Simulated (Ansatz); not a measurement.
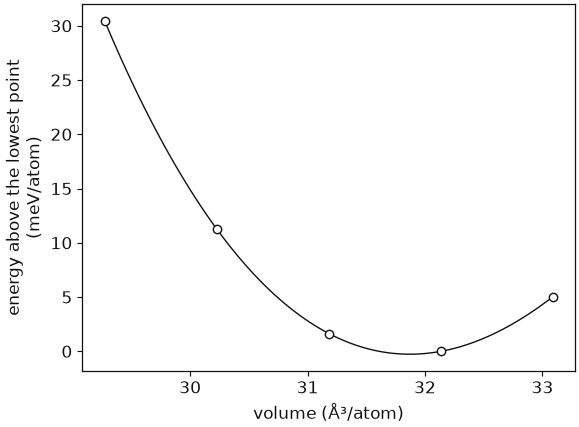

The figure shows the energy above the lowest point against volume for Pb, space group Fm-3m (No. 225) (one of a set of cubic test structures, which need not be the stable phase).

How it was computed, with Ansatz 0.2.0 development build: equation of state of a cubic crystal from periodic Kohn-Sham density functional theory without spin, third-order Birch-Murnaghan fit to the free energies; pressure corrected for the finite basis. Level: HSE06, no spin-orbit coupling.

- structure type: fcc
- atoms in cell: 1
- space group number: 225
- lattice centring: face-centred primitive
- k mesh: 6×6×6
- occupation method: Fermi–Dirac
- occupation width: 0.1 eV
- wave cutoff: 580 eV
- datasets: hand-made PAW
- density tolerance: 0 eV
- bands: 15
- density cutoff ratio: 4
- search for lower states: default
- exchange singularity: regularized

From this curve and the settings, what does the calculation give for the pressure at the same points?

The pressure falls from 4.114 GPa at volume 29.27 Å³/atom to −1.342 GPa at 33.09 Å³/atom, and changes sign near 31.89 Å³/atom.

```
volume (Å³/atom)  pressure (GPa)
           29.27           4.114
           30.23           2.374
           31.18           0.910
           32.13          -0.320
           33.09          -1.342
```

Limits of the calculation: modest k-mesh, values are not fully converged in k; no spin-orbit coupling with 6p elements.
